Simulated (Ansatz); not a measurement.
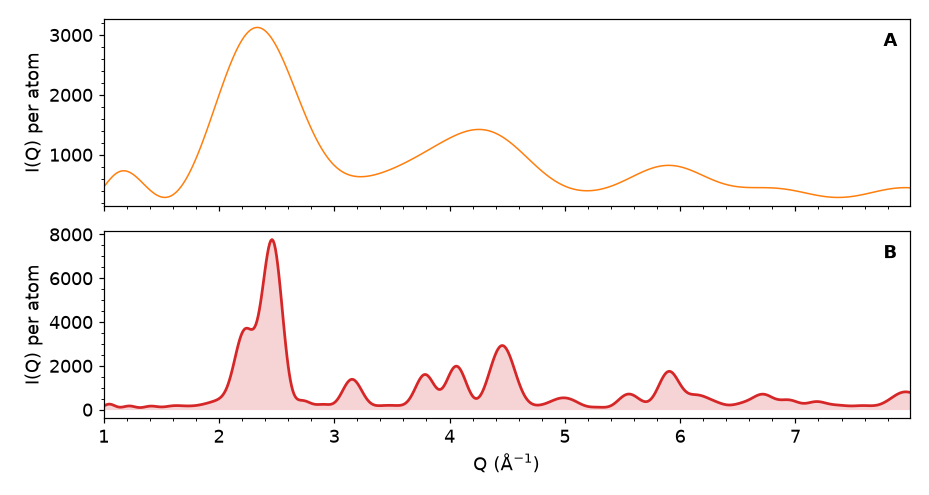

X-ray scattering of spheres cut from the crystal structure of Sn (P6_3/mmc, a = 3.315 Å, b = 3.315 Å, c = 5.513 Å, α = 90.00°, β = 90.00°, γ = 120.00°), calculated atom by atom with the Debye equation (B = 0.5 Å², no relaxation of the surface). It is based on coordinates from a relaxation with DFT, PBEsol, plane waves (420 eV) with PAW, scalar-relativistic in Ansatz; the starting structure was generated, so it need not be a known form of this composition.

The spheres are 10 and 36 Å across. Which curve is which?

curve A: 10 Å (19 atoms); curve B: 36 Å (907 atoms). Peak widths go roughly as 2π/D, so the largest sphere has the sharpest peaks.

Index the main peaks of the largest sphere.

Q ≈ 2.46 Å⁻¹: 101; Q ≈ 3.15 Å⁻¹: 102; Q ≈ 3.79 Å⁻¹: 110; Q ≈ 4.06 Å⁻¹: 103; Q ≈ 4.46 Å⁻¹: 112 + 201; Q ≈ 5.56 Å⁻¹: 203.
